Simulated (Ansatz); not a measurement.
**Σ3 (111) boundary in fcc Ni, starting shift (0.25, 0.5): structure and resistance**

How much does the Σ3 (111) boundary in fcc Ni, starting shift (0.25, 0.5) reflect electrons?

Program: Ansatz 0.2.0. Level of theory: Ansatz plane-wave DFT, PBE, PAW files, collinear spin; relaxation of a bicrystal slab with its lowest layers held, in the first sound run; inputs show where later runs differ. Results are calculated unless marked as measured.

## (1) The structure

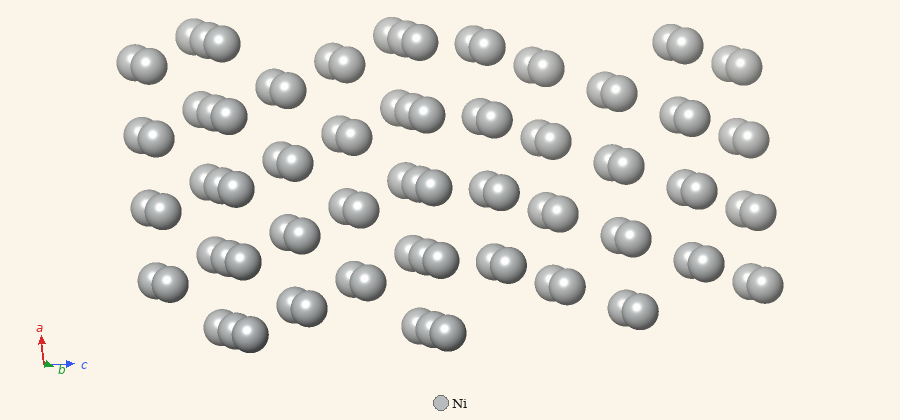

Start, viewed from the side, with the c axis across the page; nickel light grey. 4×2×1 cells are drawn. Some periodic images of atoms are drawn too.

The cell holds 10 atoms: 10 Ni. Its edges and angles: a = 2.492 Å, b = 2.492 Å, c = 29.411 Å, α = 90.0°, β = 90.0°, γ = 120.0°. It derives from Ni. built on the (1 1 1) plane; 1 overlapping atoms removed and the grains opened by 0.1 Å. Vacuum lies along c.

## (2) Relaxing the bicrystal

The boundary is built by mirroring the lower grain in the boundary plane and removing any atoms that overlap. A thin bicrystal slab is relaxed first, with the lowest layers held and the upper grain free to shift and open.

input.yaml

```yaml
crystal:
  lattice:
    - [2.4918442969, 0.0, 0.0]
    - [-1.2459221485, 2.1580004634, 0.0]
    - [0.0, 0.0, 29.4112411374]
  atoms:
    - { symbol: Ni, position: [0.6666666666, 0.3333333333, 0.1700030263], spin: 1.0 }
    - { symbol: Ni, position: [1.0, 0.0, 0.2391800576], spin: 1.0 }
    - { symbol: Ni, position: [0.3333333333, 0.6666666667, 0.3083570889], spin: 1.0 }
    - { symbol: Ni, position: [0.6666666667, 0.3333333333, 0.3775341202], spin: 1.0 }
    - { symbol: Ni, position: [0.0, 0.0, 0.4467111515], spin: 1.0 }
    - { symbol: Ni, position: [0.9166666667, 0.8333333333, 0.5192882433], spin: 1.0 }
    - { symbol: Ni, position: [0.5833333333, 0.1666666667, 0.5884652746], spin: 1.0 }
    - { symbol: Ni, position: [0.25, 0.5, 0.6576423059], spin: 1.0 }
    - { symbol: Ni, position: [0.9166666666, 0.8333333333, 0.7268193372], spin: 1.0 }
    - { symbol: Ni, position: [0.5833333333, 0.1666666667, 0.7959963685], spin: 1.0 }
magnetization:
  spin_polarized: true
kpoints:
  mp_grid: { grid: [11, 11, 1] }
hamiltonian:
  xc: pbe
scf:
  occupations: { method: fermi_dirac, width: 0.1 }
relax:
  f_tol: 0.03
  max_steps: 80
  constraints: [{ sites: [0, 1] }]
```

Command:

```console
ansatz run input.yaml --threads 8 --pin off --max-ram 15360MiB --backend cpu --events-out ev --progress --plain --runs-dir out
```

Numbers of over 12 decimals in the logs are rounded to 6 here.

Output:

```text
Engine: ansatz 0.2.0, aarch64-unknown-linux-gnu
Pseudopotentials: kind: paw
Pseudopotential: Ni, paw, valence charge 18, recommended cutoff 420 eV (normal), Ni.paw.azcp
Functional definition: PBE
  parameter kappa = 0.804
  parameter beta = 0.066725
  exchange = pbe_x(kappa = kappa, mu = beta*pi^2/3)
  correlation = pbe_c(beta = beta)
Crystal: 10 atoms, lattice volume = 158.156 Å³
Basis set: ecut = 420 eV, 2985 PW (Γ), exchange–correlation on 36×36×400 points (8 copies of the dense FFT grid, shifted against one another)
Bands: 114, of which v1, the nominal top of the filled ones, is band 90 counted from 1 (89 counted from 0)
Symmetry: 2 space group operations
Space group: Cm (ITA 8), of the structure as read, at distance tolerance 5.4e-5 Å
Magnetic group: BNS 8.32 (UNI 39), of the structure as read, at distance tolerance 5.4e-5 Å
k-points: 36 of 121 (time reversal used)
Non-local potential: Ni, projectors of the file, l = 0: 3, l = 1: 2, l = 2: 3, l = 3: 1
PAW form: soft (Blöchl's): semilocal exchange-correlation on the pseudo side does not see the compensation charge
PAW one-centre angular grid: Ni, 590 points (default); XC on 64 Gauss nodes
Initial density: superposition of atomic densities (neutral atoms: chi_scale 0, normalization atom)
Starting moments: Σ|m| = 10 μB on 10 of 10 sites
Initial wavefunctions: pseudopotential atomic-orbital guess
Functional: x = pbe(κ = 0.804, μ = 0.219515), c = pbe(β = 0.066725)
SCF iter   1: F=—  HF=-58387.299834 eV  |F-HF|=—  |Δ(HF+E_count)|=         —  Δρ=4.15e-2 (↑1.90e-2 ↓4.15e-2)  dr2=7.26e0  dr2_m=2.48e-1  M=9.164 μB ∫|m|=9.738 μB  β_m=0.30  ethr=3.10e-3  ⟨swp⟩=6.2  Hψ=31471  notcnv=0  defer=427
Mixer restart at iter 1: flushing history
preconditioner: auto → LDOS  [metal: Δε(μ)=0.000 eV  Ē_g=8.440 eV  σ=0.100 eV  W_gap=0.00  n_scr=26 (ndim 8)  ℏωp=29.5 eV  f_vac=0.278  D(μ)=16.35/eV (n_scr^D=214)]
spin=Collinear: LDOS preconditioning applied to the charge; magnetization (m = ρ↑ − ρ↓) channel mixes plain (no charge-response kernel on spin).
SCF iter   2: F=—  HF=-58387.567543 eV  |F-HF|=—  |Δ(HF+E_count)|=   2.68e-1  Δρ=1.87e-2 (↑1.87e-2 ↓1.45e-2)  dr2=9.23e-1  dr2_m=6.53e-2  M=8.622 μB ∫|m|=9.364 μB  β_m=0.29  ethr=3.10e-3  ⟨swp⟩=2.5  Hψ=13292  notcnv=0  defer=612
SCF iter   3: F=—  HF=-58390.366178 eV  |F-HF|=—  |Δ(HF+E_count)|=    2.80e0  Δρ=1.08e-2 (↑8.84e-3 ↓1.08e-2)  dr2=2.97e-1  dr2_m=3.57e-2  M=8.375 μB ∫|m|=9.185 μB  β_m=0.56  ethr=5.13e-4  ⟨swp⟩=2.4  Hψ=12791  notcnv=0  defer=614
SCF iter   4: F=—  HF=-58394.743632 eV  |F-HF|=—  |Δ(HF+E_count)|=         —  Δρ=2.83e-2 (↑1.16e-2 ↓2.83e-2)  dr2=3.49e-1  dr2_m=5.53e-1  M=6.757 μB ∫|m|=7.701 μB  β_m=0.56  ethr=1.65e-4  ⟨swp⟩=2.7  Hψ=15849  notcnv=0  defer=619
SCF iter   5: F=—  HF=-58395.251716 eV  |F-HF|=—  |Δ(HF+E_count)|=   5.08e-1  Δρ=1.86e-2 (↑5.79e-3 ↓1.86e-2)  dr2=2.16e-1  dr2_m=1.94e-1  M=6.595 μB ∫|m|=7.522 μB  β_m=0.78  ethr=1.65e-4  ⟨swp⟩=2.2  Hψ=11526  notcnv=0  defer=642
SCF iter   6: F=—  HF=-58395.848667 eV  |F-HF|=—  |Δ(HF+E_count)|=   5.97e-1  Δρ=1.08e-2 (↑1.08e-2 ↓1.08e-2)  dr2=7.14e-1  dr2_m=5.07e-3  M=6.375 μB ∫|m|=7.279 μB  β_m=0.54  ethr=1.20e-4  ⟨swp⟩=2.1  Hψ=15492  notcnv=0  defer=662
SCF iter   7: F=—  HF=-58395.719460 eV  |F-HF|=—  |Δ(HF+E_count)|=   1.29e-1  Δρ=1.51e-3 (↑1.51e-3 ↓1.28e-3)  dr2=9.69e-3  dr2_m=4.17e-4  M=6.352 μB ∫|m|=7.256 μB  β_m=0.50  ethr=1.20e-4  ⟨swp⟩=2.0  Hψ=16343  notcnv=0  defer=696
SCF iter   8: F=—  HF=-58395.723915 eV  |F-HF|=—  |Δ(HF+E_count)|=   4.45e-3  Δρ=8.06e-4 (↑8.06e-4 ↓5.13e-4)  dr2=1.89e-3  dr2_m=3.09e-4  M=6.338 μB ∫|m|=7.244 μB  β_m=0.69  ethr=5.38e-6  ⟨swp⟩=3.1  Hψ=14930  notcnv=0  defer=696
SCF iter   9: F=—  HF=-58395.724443 eV  |F-HF|=—  |Δ(HF+E_count)|=   5.28e-4  Δρ=6.51e-4 (↑6.47e-4 ↓6.51e-4)  dr2=1.69e-3  dr2_m=1.97e-5  M=6.330 μB ∫|m|=7.237 μB  β_m=0.55  ethr=1.05e-6  ⟨swp⟩=2.1  Hψ=13092  notcnv=0  defer=696
SCF iter  10: F=—  HF=-58395.724132 eV  |F-HF|=—  |Δ(HF+E_count)|=   3.11e-4  Δρ=2.97e-4 (↑1.81e-4 ↓2.97e-4)  dr2=1.73e-4  dr2_m=2.87e-5  M=6.330 μB ∫|m|=7.236 μB  β_m=0.51  ethr=9.38e-7  ⟨swp⟩=2.0  Hψ=12036  notcnv=0  defer=696
SCF iter  11: F=—  HF=-58395.724418 eV  |F-HF|=—  |Δ(HF+E_count)|=   2.86e-4  Δρ=1.37e-4 (↑1.33e-4 ↓1.37e-4)  dr2=3.99e-5  dr2_m=9.92e-6  M=6.333 μB ∫|m|=7.237 μB  β_m=0.76  ethr=9.61e-8  ⟨swp⟩=2.2  Hψ=12227  notcnv=0  defer=696
SCF iter  12: F=—  HF=-58395.724544 eV  |F-HF|=—  |Δ(HF+E_count)|=   1.26e-4  Δρ=1.18e-4 (↑1.07e-4 ↓1.18e-4)  dr2=6.08e-5  dr2_m=9.63e-7  M=6.337 μB ∫|m|=7.239 μB  β_m=0.58  ethr=2.21e-8  ⟨swp⟩=2.3  Hψ=15092  notcnv=0  defer=696
SCF iter  13: F=—  HF=-58395.724515 eV  |F-HF|=—  |Δ(HF+E_count)|=   2.90e-5  Δρ=8.49e-5 (↑4.76e-5 ↓8.49e-5)  dr2=1.52e-5  dr2_m=1.09e-6  M=6.337 μB ∫|m|=7.239 μB  β_m=0.50  ethr=2.21e-8  ⟨swp⟩=2.0  Hψ=14391  notcnv=0  defer=696
SCF iter  14: F=-58395.724520 eV  HF=-58395.724529 eV  |F-HF|=9.46e-6  |Δ(HF+E_count)|=   1.45e-5  Δρ=4.67e-5 (↑1.80e-5 ↓4.67e-5)  dr2=1.05e-5  dr2_m=3.64e-7  M=6.336 μB ∫|m|=7.238 μB  ethr=8.43e-9  ⟨swp⟩=2.7  Hψ=31248  notcnv=0
SCF 1 converged in 14 iterations: F = -58395.724520 eV  dr2 = 1.05e-5
  greatest PAW one-centre occupation: 1.001 electrons in one spin orbital (limit 2), on the Ni atom at site 9 (counted from 0), in its partial waves of l = 1
relax step   1: F+E_penalty+E_count = -58395.72451971 eV  Δ(F+E_penalty+E_count) = +0.000e0 eV  max|allowed force component| = 1.225e0 eV/Å  Δτ_max = 0.0000 Å  (14 SCF iters, dr2 threshold 2.25e-5 eV, accepted)
Initial density: handed on by an earlier stage of this run
Starting moments: Σ|m| = 10 μB on 10 of 10 sites; this step starts from the density that it was given
Initial wavefunctions: those handed on with the density
iter 1 solved again at ethr=2.68e-5 eV; its pass at ethr=3.10e-3 eV (dr2=4.83e-2 eV) is discarded
SCF iter   1: F=—  HF=-58395.793581 eV  |F-HF|=—  |Δ(HF+E_count)|=         —  Δρ=8.05e-3 (↑2.11e-3 ↓8.05e-3)  dr2=5.50e-2  dr2_m=2.61e-2  M=6.316 μB ∫|m|=7.221 μB  β_m=0.30  ethr=2.68e-5  ⟨swp⟩=1.8  Hψ=35480  notcnv=0  defer=570
preconditioner: auto → LDOS  [metal: Δε(μ)=0.000 eV  Ē_g=8.639 eV  σ=0.100 eV  W_gap=0.00  n_scr=26 (ndim 8)  ℏωp=29.5 eV  f_vac=0.285  D(μ)=16.88/eV (n_scr^D=226)]
spin=Collinear: LDOS preconditioning applied to the charge; magnetization (m = ρ↑ − ρ↓) channel mixes plain (no charge-response kernel on spin).
SCF iter   2: F=—  HF=-58395.800179 eV  |F-HF|=—  |Δ(HF+E_count)|=   6.60e-3  Δρ=5.27e-3 (↑1.63e-3 ↓5.27e-3)  dr2=1.58e-2  dr2_m=1.23e-2  M=6.321 μB ∫|m|=7.227 μB  β_m=0.51  ethr=2.68e-5  ⟨swp⟩=1.5  Hψ=8426  notcnv=0  defer=578
[...]
relax step   4: F+E_penalty+E_count = -58396.05667266 eV  Δ(F+E_penalty+E_count) = -1.108e-1 eV  max|allowed force component| = 3.640e-1 eV/Å  Δτ_max = 0.2000 Å  (11 SCF iters, dr2 threshold 2.02e-5 eV, accepted)
[...]
relax step   5: F+E_penalty+E_count = -58396.11955111 eV  Δ(F+E_penalty+E_count) = -6.288e-2 eV  max|allowed force component| = 9.801e-2 eV/Å  Δτ_max = 0.1908 Å  (10 SCF iters, dr2 threshold 3.02e-5 eV, accepted)
[...]
relax step   6: F+E_penalty+E_count = -58396.14219049 eV  Δ(F+E_penalty+E_count) = -2.264e-2 eV  max|allowed force component| = 2.084e-2 eV/Å  Δτ_max = 0.2000 Å  (13 SCF iters, accepted)
[...]
relax step   7: F+E_penalty+E_count = -58396.15579498 eV  Δ(F+E_penalty+E_count) = -1.360e-2 eV  max|allowed force component| = 3.157e-2 eV/Å  Δτ_max = 0.1958 Å  (13 SCF iters, accepted)
[...]
relax step   8: F+E_penalty+E_count = -58396.16295792 eV  Δ(F+E_penalty+E_count) = -7.163e-3 eV  max|allowed force component| = 2.162e-2 eV/Å  Δτ_max = 0.1951 Å  (14 SCF iters, accepted)
SCF iter   1: F=—  HF=-58396.142348 eV  |F-HF|=—  |Δ(HF+E_count)|=         —  Δρ=7.71e-3 (↑2.08e-3 ↓7.71e-3)  dr2=1.82e-2  dr2_m=2.39e-2  M=6.279 μB ∫|m|=7.199 μB  β_m=0.65  ethr=2.12e-4  ⟨swp⟩=7.0  Hψ=26545  notcnv=0  defer=670
preconditioner: auto → LDOS  [metal: Δε(μ)=0.002 eV  Ē_g=8.682 eV  σ=0.100 eV  W_gap=0.01  n_scr=16 (ndim 8)  ℏωp=29.5 eV  f_vac=0.291  D(μ)=17.25/eV (n_scr^D=226)]
spin=Collinear: LDOS preconditioning applied to the charge; magnetization (m = ρ↑ − ρ↓) channel mixes plain (no charge-response kernel on spin).
SCF iter   2: F=—  HF=-58396.160700 eV  |F-HF|=—  |Δ(HF+E_count)|=   1.84e-2  Δρ=2.30e-3 (↑1.33e-3 ↓2.30e-3)  dr2=4.76e-3  dr2_m=2.86e-3  M=6.282 μB ∫|m|=7.203 μB  β_m=0.57  ethr=1.01e-5  ⟨swp⟩=2.1  Hψ=15988  notcnv=0  defer=674
SCF iter   3: F=—  HF=-58396.164770 eV  |F-HF|=—  |Δ(HF+E_count)|=   4.07e-3  Δρ=1.30e-3 (↑1.16e-3 ↓1.30e-3)  dr2=8.97e-3  dr2_m=4.59e-4  M=6.277 μB ∫|m|=7.199 μB  β_m=0.48  ethr=2.64e-6  ⟨swp⟩=2.7  Hψ=15234  notcnv=0  defer=676
SCF iter   4: F=—  HF=-58396.163900 eV  |F-HF|=—  |Δ(HF+E_count)|=   8.70e-4  Δρ=2.99e-4 (↑2.85e-4 ↓2.99e-4)  dr2=1.13e-4  dr2_m=5.52e-5  M=6.280 μB ∫|m|=7.202 μB  β_m=0.61  ethr=2.64e-6  ⟨swp⟩=2.2  Hψ=12920  notcnv=0  defer=672
SCF iter   5: F=—  HF=-58396.164027 eV  |F-HF|=—  |Δ(HF+E_count)|=   1.27e-4  Δρ=1.65e-4 (↑1.59e-4 ↓1.65e-4)  dr2=3.46e-4  dr2_m=4.03e-6  M=6.281 μB ∫|m|=7.203 μB  β_m=0.61  ethr=6.28e-8  ⟨swp⟩=2.8  Hψ=16683  notcnv=0  defer=673
SCF iter   6: F=—  HF=-58396.164002 eV  |F-HF|=—  |Δ(HF+E_count)|=   2.52e-5  Δρ=5.24e-5 (↑4.85e-5 ↓5.24e-5)  dr2=4.99e-5  dr2_m=5.45e-7  M=6.281 μB ∫|m|=7.203 μB  β_m=0.49  ethr=6.28e-8  ⟨swp⟩=2.0  Hψ=11440  notcnv=0  defer=671
SCF iter   7: F=—  HF=-58396.163996 eV  |F-HF|=—  |Δ(HF+E_count)|=   5.37e-6  Δρ=2.43e-5 (↑2.39e-5 ↓2.43e-5)  dr2=2.48e-5  dr2_m=2.93e-7  M=6.281 μB ∫|m|=7.203 μB  β_m=0.45  ethr=2.77e-8  ⟨swp⟩=1.1  Hψ=8266  notcnv=0  defer=668
SCF iter   8: F=—  HF=-58396.163996 eV  |F-HF|=—  |Δ(HF+E_count)|=   1.16e-7  Δρ=1.69e-5 (↑1.52e-5 ↓1.69e-5)  dr2=3.54e-7  dr2_m=2.57e-7  M=6.281 μB ∫|m|=7.203 μB  β_m=0.45  ethr=1.38e-8  ⟨swp⟩=1.2  Hψ=8636  notcnv=0  defer=669
SCF iter   9: F=—  HF=-58396.163996 eV  |F-HF|=—  |Δ(HF+E_count)|=   1.95e-7  Δρ=1.33e-5 (↑9.78e-6 ↓1.33e-5)  dr2=3.59e-6  dr2_m=1.36e-7  M=6.281 μB ∫|m|=7.203 μB  β_m=0.45  ethr=1.97e-10  ⟨swp⟩=3.0  Hψ=16520  notcnv=0  defer=668
SCF iter  10: F=—  HF=-58396.163996 eV  |F-HF|=—  |Δ(HF+E_count)|=   1.10e-8  Δρ=4.56e-6 (↑4.56e-6 ↓4.32e-6)  dr2=4.45e-7  dr2_m=9.11e-9  M=6.281 μB ∫|m|=7.203 μB  β_m=0.38  ethr=1.97e-10  ⟨swp⟩=2.0  Hψ=11259  notcnv=0  defer=670
SCF iter  11: F=—  HF=-58396.163996 eV  |F-HF|=—  |Δ(HF+E_count)|=  8.44e-10  Δρ=2.46e-6 (↑1.39e-6 ↓2.46e-6)  dr2=5.21e-8  dr2_m=4.70e-9  M=6.281 μB ∫|m|=7.203 μB  β_m=0.51  ethr=1.97e-10  ⟨swp⟩=1.3  Hψ=8586  notcnv=0  defer=670
SCF iter  12: F=—  HF=-58396.163996 eV  |F-HF|=—  |Δ(HF+E_count)|=   2.08e-8  Δρ=1.67e-6 (↑9.62e-7 ↓1.67e-6)  dr2=9.73e-8  dr2_m=1.75e-9  M=6.281 μB ∫|m|=7.203 μB  β_m=0.51  ethr=2.89e-11  ⟨swp⟩=1.8  Hψ=9410  notcnv=0  defer=670
SCF iter  13: F=—  HF=-58396.163996 eV  |F-HF|=—  |Δ(HF+E_count)|=   1.88e-8  Δρ=5.31e-6 (↑1.26e-6 ↓5.31e-6)  dr2=3.15e-7  dr2_m=7.13e-9  M=6.281 μB ∫|m|=7.203 μB  β_m=0.46  ethr=2.89e-11  ⟨swp⟩=1.8  Hψ=9095  notcnv=0  defer=672
SCF iter  14: F=—  HF=-58396.163996 eV  |F-HF|=—  |Δ(HF+E_count)|=   6.48e-9  Δρ=6.54e-7 (↑4.29e-7 ↓6.54e-7)  dr2=6.53e-9  dr2_m=1.77e-10  M=6.281 μB ∫|m|=7.203 μB  β_m=0.46  ethr=2.89e-11  ⟨swp⟩=2.0  Hψ=9703  notcnv=0  defer=671
SCF iter  15: F=-58396.163996 eV  HF=-58396.163996 eV  |F-HF|=3.32e-8  |Δ(HF+E_count)|=   2.76e-9  Δρ=1.53e-6 (↑3.55e-7 ↓1.53e-6)  dr2=3.36e-8  dr2_m=5.38e-10  M=6.281 μB ∫|m|=7.203 μB  ethr=3.63e-12  ⟨swp⟩=1.9  Hψ=21329  notcnv=0
SCF 9 converged in 15 iterations: F = -58396.163996 eV  dr2 = 3.36e-8
relax step   9: F+E_penalty+E_count = -58396.16399623 eV  Δ(F+E_penalty+E_count) = -1.038e-3 eV  max|allowed force component| = 1.580e-2 eV/Å  Δτ_max = 0.0985 Å  (15 SCF iters, accepted)
SCF converged after 15 iterations
Magnetization: 6.2813 μB (93.1407 up, 86.8593 down)
Absolute magnetization: 7.2108 μB (∫|ρ↑−ρ↓|, with the PAW one-centre terms)
Spin contamination: 0.0813 ħ² per cell (⟨S²⟩ above its minimum at these occupations)
Per-site moments (μB) at R_I (Å): [(0.709547, 1.027886), (0.690902, 1.025540), (0.649559, 1.025540), (0.636386, 1.025856), (0.653347, 1.027196), (0.639571, 1.025656), (0.640292, 1.025656), (0.650664, 1.026140), (0.690401, 1.016907), (0.711652, 1.016907)]
Free energy (F): -58396.163996 eV
Harris-Foulkes:  -58396.163996 eV  (|F-HF|=3.32e-8)
Internal energy: -58395.605149 eV  (E = F + TS)
E sigma→0 (E₀):  -58395.884572 eV
Entropy (-TS):   -0.558848 eV (-55.885 meV/atom)
Fermi energy:    10.974284 eV
--- Per-component energies (eV) ---
  E_band       = -4126.711788
  E_kinetic    = 2818.282470
  E_local      = -295227.179959  (includes V_loc(G=0)·N_el)
  E_nonlocal   = 6361.643148
  E_hartree    = 144134.539659
  E_xc         = -844.736786
  E_vxc        = -1088.988543  (∫ρ·V_xc dr)
  E_paw        = -16301.339954  (= ΣΔE_a)
  E_vpaw       = -5259.604479  (= ΣTr[D̂ρ^β])
  E_aug_tail   = 0.005431  (compensation charges beyond the density's cutoff)
  E_ewald      = 100663.180844
  E_smearing   = -0.558848  (= −TS)
  E_closure    = -0.000000  (closes the sum)
  Σ components = -58396.163996   (vs F -58396.163996, Δ=0.00e0)
--- Forces (eV/Å), atoms counted from 1 ---
  atom   1  Ni     0.00000000    -0.00000927     0.15742034
  atom   2  Ni     0.00000000    -0.00043615    -0.16414817
  atom   3  Ni     0.00000000    -0.00021701     0.00012115
  atom   4  Ni    -0.00000000     0.00136002    -0.00140543
  atom   5  Ni    -0.00000000     0.00318312     0.00274758
  atom   6  Ni     0.00000000    -0.00730805    -0.00390768
  atom   7  Ni    -0.00000000     0.00138745     0.01318932
  atom   8  Ni    -0.00000000     0.00084461    -0.01012183
  atom   9  Ni    -0.00000000     0.00092137    -0.00968155
  atom  10  Ni    -0.00000000     0.00026450     0.01579594
  max |Σ_I F_I| component: 9.65e-6 eV/Å
--- Relaxed structure (9 steps of the walk, 9 accepted, 0 SCFs on fresh bases) ---
  F+E_penalty+E_count = -58396.16399623 eV   max|allowed force component| = 1.580e-2 eV/Å
  atoms:
    - { symbol: Ni, position: [0.66666666665, 0.333333, 0.1700030263] }
    - { symbol: Ni, position: [1.000000, 0, 0.2391800576] }
    - { symbol: Ni, position: [0.333255, 0.666510, 0.308128] }
    - { symbol: Ni, position: [0.666461, 0.332922, 0.377114] }
    - { symbol: Ni, position: [-5.869662501023393e-5, -0.000117393, 0.446354] }
    - { symbol: Ni, position: [0.667464, 0.334927, 0.515550] }
    - { symbol: Ni, position: [0.333467, -0.333066, 0.584536] }
    - { symbol: Ni, position: [-0.000244511, -0.000489023, 0.653637] }
    - { symbol: Ni, position: [0.666235, 0.332470, 0.722648] }
    - { symbol: Ni, position: [0.332864, -0.334271, 0.790716] }
```

Run time: 5.3 min. Hardware: 8 threads of Arm Neoverse V1, shared host; peak memory 1.6 GiB; 41 min of CPU time.

[end of part 1 of 3]

[Logs are printed without paths, hosts, clocks, repeated set-up lines and the standing remarks that a program may print on its own settings, such as how far it seeks lower states.]

[Hosts, paths, dates, database ids (printed as entryN), source tags and the programs' standing remarks are cut or masked in the printed files.]
